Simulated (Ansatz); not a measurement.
System: Ni.

The calculation's input:

```
crystal:
  lattice:
    - [0.010433, 1.729685, 1.727369]
    - [1.745234, -0.034221, 1.772023]
    - [1.703666, 1.732771, 0.007347]
  atoms:
    - { symbol: Ni, position_ang: [0.014538923, -0.0059914638, 0.0027531488], spin: 1.0 }
kpoints:
  mp_grid: { grid: [9, 9, 9] }
scf:
  occupations: { method: fermi_dirac, width: 0.1 }
hamiltonian:
  xc: r2scan
  dispersion: d4
  pseudopotentials: { kind: all_electron, datasets: crystal }
magnetization:
  spin_polarized: true
  initial_magnetization: 1.0
  spin_locking: { lock_magnetization: hard }
output:
  forces: true
  stress: true
  eigenvalues: true
  elf: true
  volumetric_format: npy
```

Launched as:

```sh
ansatz run input.yaml --threads 2 --pin off --max-ram 6144MiB --backend cpu --events-out ev --progress --plain --runs-dir out
```

Below, planes, directions and counts refer to the standardised cell (a = 4.18 Å, b = 2.44 Å, c = 2.50 Å, α = 90.07°, β = 124.72°, γ = 89.55°).

Space group P-1; a structure from a database of computed crystals, not necessarily the ambient phase; changed on purpose from its base cell (cell strained at random at fixed volume); computed pressure about 2 GPa in this cell; site moments Ni: +1.0 μB (×2) in one cell of 2 atoms (parallel main moments, as they must be, since the calculation's own cell holds one magnetic site); spin-polarised.

Theory: Kohn-Sham DFT of a periodic cell, r2SCAN with D4, all-electron PAW datasets made for the crystal in Ansatz 0.2.0.

**What can the converged electron localisation function tell about the bonding?**

Ni–Ni (2.44 Å): the ELF is about 0.25 at the midpoint (no localised pair shows between them).

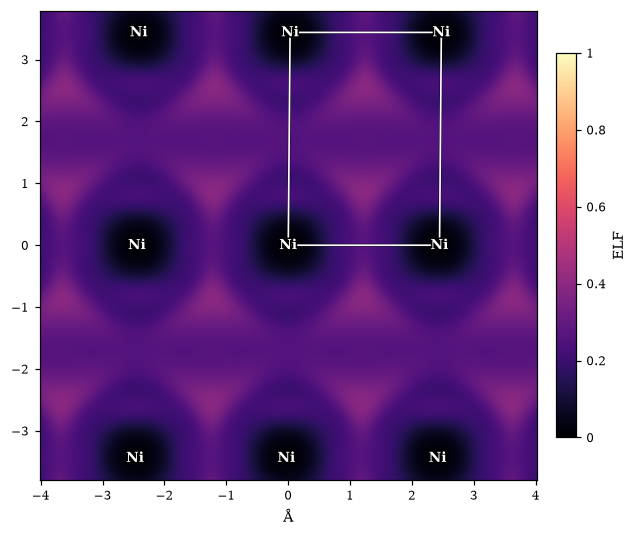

Computed electron localisation function on the (101̄) plane of the standardised cell. 
